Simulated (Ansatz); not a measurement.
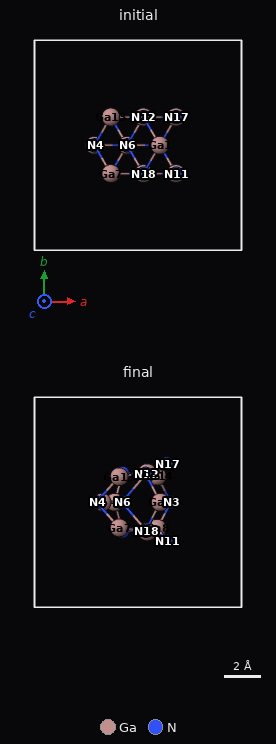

The structure of a wire of composition GaN before (top) and after (bottom) a relaxation, at one scale.

The picture is a ball-and-stick view of the cell of the calculation, with the vacuum cut short, seen along the c axis.

Case: wire along [1 1 1], 18 atoms a period.

The calculation used Ansatz, DFT PBE, scalar-relativistic, plane waves, PAW.

Input file:
```yaml
crystal:
  lattice:
    - [13.6, 0.0, 0.0]
    - [0.0, 12.5, 0.0]
    - [0.0, 0.0, 7.8781932187]
  atoms:
    - { symbol: Ga, position: [0.6024030119, 0.5, 0.0], spin: 0.3 }
    - { symbol: Ga, position: [0.3293283135, 0.5, 0.6666666667], spin: 0.3 }
    - { symbol: "N", position: [0.6024030119, 0.5, 0.25], spin: 0.3 }
    - { symbol: "N", position: [0.3293283135, 0.5, 0.9166666667], spin: 0.3 }
    - { symbol: Ga, position: [0.4658656627, 0.5, 0.3333333333], spin: 0.3 }
    - { symbol: "N", position: [0.4658656627, 0.5, 0.5833333333], spin: 0.3 }
    - { symbol: Ga, position: [0.3975969881, 0.3713496435, 0.0], spin: 0.3 }
    - { symbol: Ga, position: [0.6706716865, 0.3713496435, 0.3333333333], spin: 0.3 }
    - { symbol: Ga, position: [0.5341343373, 0.6286503565, 0.6666666667], spin: 0.3 }
    - { symbol: "N", position: [0.3975969881, 0.3713496435, 0.25], spin: 0.3 }
    - { symbol: "N", position: [0.6706716865, 0.3713496435, 0.5833333333], spin: 0.3 }
    - { symbol: "N", position: [0.5341343373, 0.6286503565, 0.9166666667], spin: 0.3 }
    - { symbol: Ga, position: [0.3975969881, 0.6286503565, 0.0], spin: 0.3 }
    - { symbol: Ga, position: [0.6706716865, 0.6286503565, 0.3333333333], spin: 0.3 }
    - { symbol: Ga, position: [0.5341343373, 0.3713496435, 0.6666666667], spin: 0.3 }
    - { symbol: "N", position: [0.3975969881, 0.6286503565, 0.25], spin: 0.3 }
    - { symbol: "N", position: [0.6706716865, 0.6286503565, 0.5833333333], spin: 0.3 }
    - { symbol: "N", position: [0.5341343373, 0.3713496435, 0.9166666667], spin: 0.3 }
basis:
  ecutwfc: 420
kpoints:
  mp_grid: { grid: [1, 1, 4] }
hamiltonian:
  xc: pbe
scf:
  occupations: { method: gaussian, width: 0.05 }
  lower_state_search: "off"
output:
  forces: true
  stress: true
  eigenvalues: true
  populations: true
  write_density: true
  write_potential: true
  elf: true
  volumetric_format: npy
magnetization:
  spin_polarized: true
relax:
  adjacent_minimum: "off"
  f_tol: 0.02
  max_steps: 45
  cell: { fix: [a, b, alpha, beta, gamma], stress_tol: 0.03 }
```

Launched with:
```bash
ansatz run input.yaml --threads 4 --pin off --max-ram 11264MiB --backend cpu --events-out ev --progress --plain --runs-dir out
```

> Describe what moved and what it gained.

The energy falls by 6.974 eV per cell of the calculation in 15 accepted moves (20 points after the start). The largest force component goes from 2.4 to 0.0059 eV/Å. The line search rejected the trial steps at points 12, 14, 16 of the run. At 2 points the geometry stayed and the basis and grid were re-selected for the new cell (energy shift of 23.7 meV per cell of the calculation at most each time). The largest moves relative to the centre of the atoms, 1.08 Å, are those of Ga8 and Ga14. Largest moves by element: Ga 1.08 Å, N 1.00 Å. Along the periodic axis the drawn cell goes c 7.878 → 8.146 Å (+3.4 %). Among the contacts that change: Ga14–N16 3.771 → 2.029 Å, N3–Ga5 1.970 → 3.469 Å, N6–Ga15 1.970 → 2.302 Å, Ga2–N6 1.970 → 1.780 Å. New bonds form, among them: Ga14–N16 (3.77 → 2.03 Å), Ga8–N10 (3.77 → 2.03 Å). Bonds break, among them: N3–Ga5 (1.97 → 3.47 Å). Among the angles between lasting bonds that change: N4–Ga2–N6 109.5° → 150.6°, N11–Ga15–N18 109.5° → 139.6°, Ga9–N12–Ga13 109.5° → 130.1°. The program noted that the starting moments weren't kept. The run may lie on a higher electronic state than the lowest, so the end point isn't shown to be the ground-state structure. The run took 9.2 min on 4 threads of Intel(R) Xeon(R) 6975P-C (Granite Rapids) (shared host), peak memory 3.4 GiB.
